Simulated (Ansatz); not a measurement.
The coordinates of a crystal:

```yaml
crystal:
  lattice:
    - [3.30623, 0.00000, 0.00000]
    - [0.00000, 3.30623, 0.00000]
    - [0.00000, 0.00000, 3.30623]
  atoms:
    - { symbol: Ti, position: [0.00000, 0.00000, 0.00000] }
    - { symbol: Al, position: [0.50000, 0.50000, 0.50000] }
```

Say what kind of structure these coordinates give.

Answer. The structure is one of TiAl. Space group: Pm-3m (No. 221). Lattice: primitive cubic. In terms of structure types, this is caesium chloride (CsCl, B2) type. With Z = 1, the cell contains 1 Ti, 1 Al. Each Ti has eight Al in a cubic arrangement at 2.86 Å. Around each Al lie eight Ti in a cubic arrangement at 2.86 Å. Not all metal-metal contacts are counted. The bonds build a three-dimensional framework.

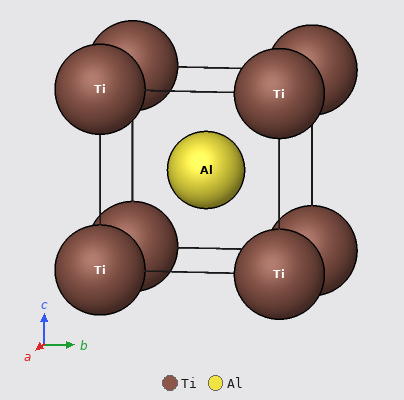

We look at a spheres-only model of the crystal slightly off an axis. One conventional unit cell is framed, with atoms on its boundary repeated.

The model was built from a structure listed in the Materials Project. The cell was then strained or its atoms displaced on purpose. It went into a calculation with Ansatz.

At this level of theory the cell isn't at rest (stretched, at -15 GPa), so its distances can differ from those at equilibrium, the more so the softer the solid.
